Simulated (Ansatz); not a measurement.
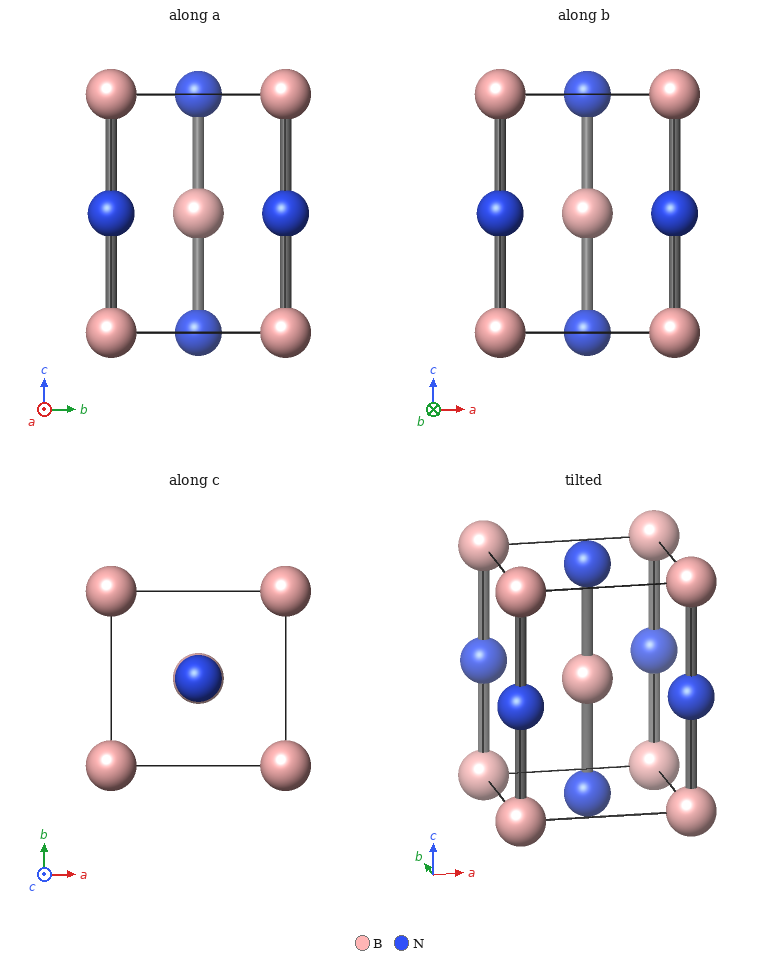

View along the a axis, along the b axis, along the c axis and slightly off an axis, drawn as a ball-and-stick model. The frame is the conventional unit cell; atoms at its boundary are shown with their periodic copies.

Lattice parameters: a = 2.557 Å, b = 2.557 Å, c = 3.492 Å, α = 90.00°, β = 90.00°, γ = 90.00°.

Reconstruct the structure as a table of Wyckoff sites.

Space group I4/mmm (No. 139).
```csv
atom,site,x,y,z
B,2a,0.0000,0.0000,0.0000
N,2b,0.0000,0.0000,0.5000
```

Its origin is a structure type filled with these elements by a generator (whether the compound takes this form wasn't checked). The cell was then strained or its atoms displaced on purpose. Ansatz was used for an electronic-structure calculation on it.

At this level of theory the cell isn't at rest (stretched, at -20 GPa), so its distances can differ from those at equilibrium, the more so the softer the solid.
